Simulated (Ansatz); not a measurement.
The calculation's input:

```
crystal:
  lattice:
    - [4.0266104808, 0.0, 0.0]
    - [-2.0133052404, 3.4871469675, 0.0]
    - [0.0, 0.0, 28.2707100106]
  atoms:
    - { symbol: Se, position: [0.0, 0.0, 0.1591753443] }
    - { symbol: In, position: [0.6666666667, 0.3333333333, 0.2049979901] }
    - { symbol: In, position: [0.6666666667, 0.3333333333, 0.3038451606] }
    - { symbol: Se, position: [0.0, 0.0, 0.3496677304] }
    - { symbol: Se, position: [0.0, 0.0, 0.4596755794] }
    - { symbol: In, position: [-0.6666666667, -0.3333333333, 0.5054982252] }
    - { symbol: In, position: [-0.6666666667, -0.3333333333, 0.6043453957] }
    - { symbol: Se, position: [0.0, 0.0, 0.6501679655] }
basis:
  ecutwfc: 420
kpoints:
  mp_grid: { grid: [9, 9, 1] }
hamiltonian:
  xc: pbe
  pseudopotentials: { kind: paw, azcp: { folder: soft_1 } }
  dispersion: d3bj
scf:
  occupations: { method: gaussian, width: 0.05 }
output:
  forces: true
  eigenvalues: true
  write_density: true
  write_potential: true
  elf: true
  volumetric_format: npy
efield:
  axis: 3
  dipole_correction: true
  ramp_width: 0.04
```

Run with:

```sh
ansatz run input.yaml --threads 1 --pin off --max-ram 3072MiB --backend cpu --events-out ev --progress --plain --runs-dir out
```

A point of a scan over the structure, not its minimum; not relaxed (largest force 0.4 eV/Å); PAW files of the earlier set (soft_1).

These are results of DFT PBE+D3(BJ), scalar-relativistic, plane waves, PAW in Ansatz 0.2.0, not measurements.

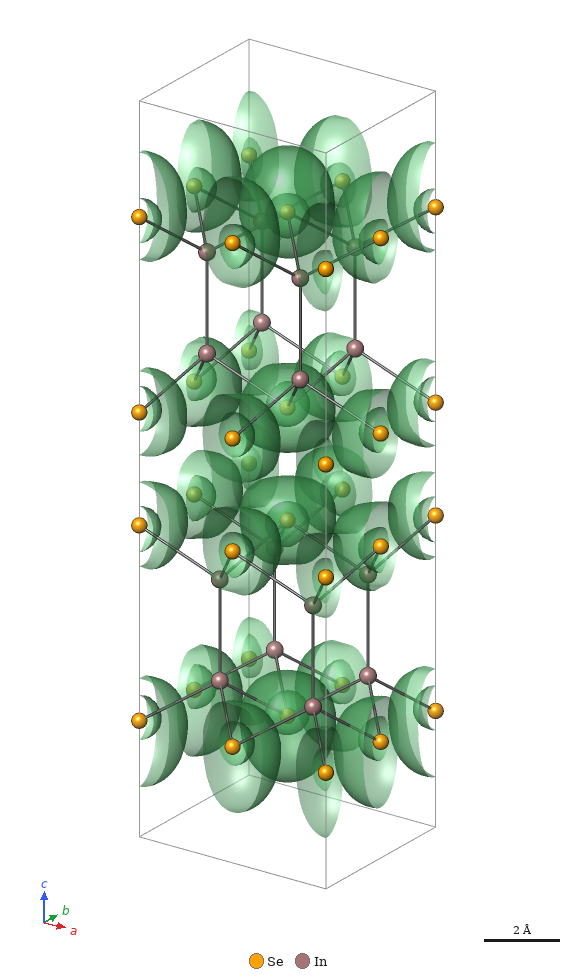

InSe (slab). Isosurface of the electron localisation function at 0.65 (green), seen slightly off an axis. Core shells and regions of very low density are left out. Sticks mark near contacts.

**What do the ELF domains correspond to?**

The surface consists of four regions wrapped around Se (the valence shell of each), counted in one cell of 8 atoms. Counts are for one cell; the picture repeats the cell along the surface.

Values along the shortest contacts:
In–Se (2.66 Å): the ELF is about 0.50 at the midpoint. In–In (2.79 Å): the ELF reaches about 0.55 near the midpoint.

**Does the calculation give a band gap?**

It is gapped, with a Kohn–Sham gap of 0.86 eV on the k-point mesh (the band edges may lie off the mesh, which would make the gap smaller).
